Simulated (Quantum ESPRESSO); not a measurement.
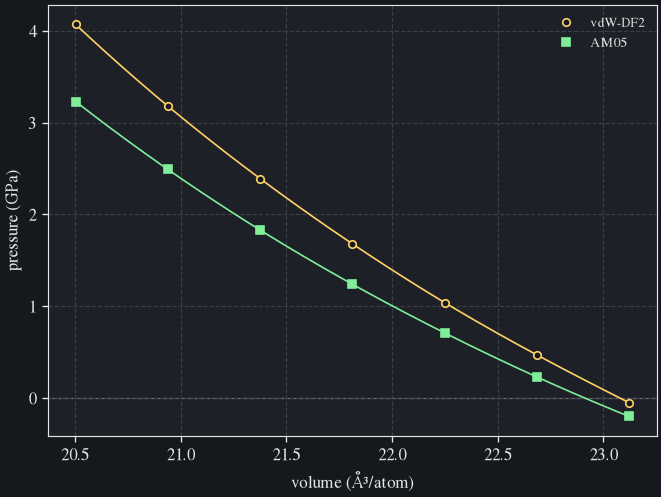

The picture above shows the pressure against volume, with one curve for each functional, for NaCl (space group Fm-3m).

Calculation (Quantum ESPRESSO 7.5): plane-wave DFT, no spin polarisation; energies at scaled volumes of the given cell, shape and fractions fixed, counted from the fit's minimum, third-order Birch-Murnaghan fit. All runs: no spin polarisation.

k mesh 8×8×8; occupations Fermi–Dirac; smearing width 0.05 eV; potentials PseudoDojo 0.4.1 SR PBE standard; wave cutoff 1197 eV; density cutoff 4789 eV.

Order the curves by fitted equilibrium volume, smallest first.

Answer. AM05 22.919, vdW-DF2 23.121 Å³/atom.

Order the curves by fitted bulk modulus, smallest first.

Answer. AM05 22.4, vdW-DF2 26.1 GPa.

Note: the fit and the printed pressures don't fully agree, or the minimum lies near the end of the range (vdW-DF2); potentials made for another functional.

The computed values:

vdW-DF2:
```json
{"volume (Å³/atom)": "20.50", "pressure (GPa)": "4.07"}
{"volume (Å³/atom)": "20.94", "pressure (GPa)": "3.18"}
{"volume (Å³/atom)": "21.38", "pressure (GPa)": "2.39"}
{"volume (Å³/atom)": "21.81", "pressure (GPa)": "1.68"}
{"volume (Å³/atom)": "22.25", "pressure (GPa)": "1.04"}
{"volume (Å³/atom)": "22.69", "pressure (GPa)": "0.47"}
{"volume (Å³/atom)": "23.12", "pressure (GPa)": "-0.05"}
```

AM05:
```json
{"volume (Å³/atom)": "20.50", "pressure (GPa)": "3.23"}
{"volume (Å³/atom)": "20.94", "pressure (GPa)": "2.49"}
{"volume (Å³/atom)": "21.38", "pressure (GPa)": "1.83"}
{"volume (Å³/atom)": "21.81", "pressure (GPa)": "1.24"}
{"volume (Å³/atom)": "22.25", "pressure (GPa)": "0.71"}
{"volume (Å³/atom)": "22.69", "pressure (GPa)": "0.23"}
{"volume (Å³/atom)": "23.12", "pressure (GPa)": "-0.20"}
```
